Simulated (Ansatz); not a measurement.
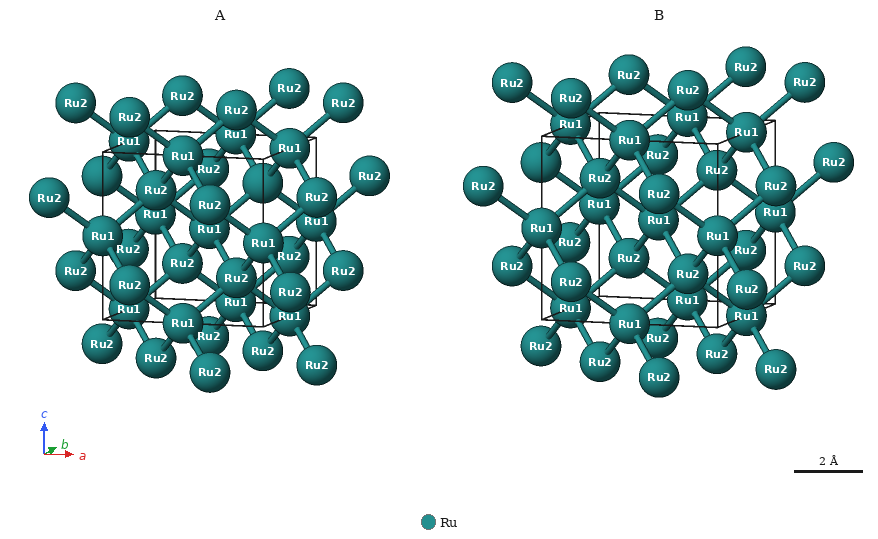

Two geometries of solid Ru (built on the diamond_227 type) (coarse preliminary run), drawn at one scale. One is the start of a relaxation, the other its converged end. A ball-and-stick model of the conventional cell (4 times the calculation's cell), seen slightly off an axis. Lengths and directions refer to the drawn axes.

All numbers below come from DFT PBE, scalar-relativistic, plane waves, PAW in Ansatz. Set-up: plane-wave cutoff 420 eV; k-point mesh 6 × 6 × 6; occupations gaussian; smearing width 0.1 eV; no spin polarisation; cell and atoms relaxed; force threshold 0.04 eV/Å; at most 70 steps.

Question: Which one is relaxed?

Answer: Structure B is the relaxed one. Case: diamond type (Fd-3m, No. 227). Over 5 accepted moves (7 points after the start) the energy falls by 962 meV per atom. All forces vanish by symmetry, so only the cell relaxes. The pressure goes from 82.47 to 0.08 GPa. At 2 points the geometry stayed and the basis and grid were re-selected for the new cell (energy shift of 8.8 meV per atom at most each time). No atom moves by more than 0.005 Å relative to the cell. Cell: a = b = c 4.985 → 5.454 Å (+9.4 %). Volume +31.0 %. Among the contacts that change: Ru1–Ru2 2.158 → 2.362 Å. The space group stays Fd-3m (No. 227).
